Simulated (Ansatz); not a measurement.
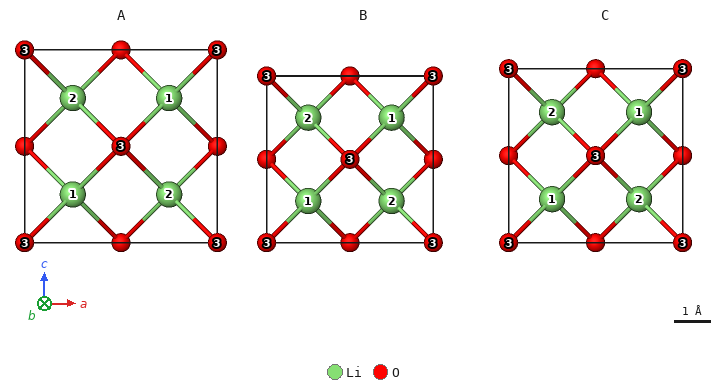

3 geometries from one relaxation of solid Li₂O (a generated structure, set up in Fm-3m) (coarse preliminary run), in shuffled order. A ball-and-stick model of the conventional cell (4 times the calculation's cell), seen along the b axis. Lengths and directions refer to the drawn axes.

Case: Na → Li, S → O on all its sites, cell and atoms relaxed.

Method: DFT PBE, scalar-relativistic, plane waves, PAW in Ansatz 0.2.0. (plane-wave cutoff 420 eV; k-point mesh 6 × 6 × 6; occupations gaussian; smearing width 0.1 eV; no spin polarisation; cell and atoms relaxed; force threshold 0.05 eV/Å; at most 60 steps)

Q: Put them in the order of the run, from the start to the converged end.

A: A, C, B. They are steps 0, 2, 5, at +304 meV per atom, +31.5 meV per atom relative to the last. Over 4 accepted moves (5 points after the start) the energy falls by 304 meV per atom. All forces vanish by symmetry, so only the cell relaxes. The pressure goes from −14.97 to −0.35 GPa. At 1 point the geometry stayed and the basis and grid were re-selected for the new cell (energy shift of 1.9 meV per atom at most each time). The atoms keep their places relative to the cell (all moves are under 0.005 Å). The drawn cell changes as follows: a = b = c 5.358 → 4.633 Å (−13.5 %); the volume changes by −35.3 %. Some distances before and after: Li1–Li2 2.679 → 2.317 Å, Li1–O3 2.320 → 2.006 Å. The space group stays Fm-3m (No. 225).
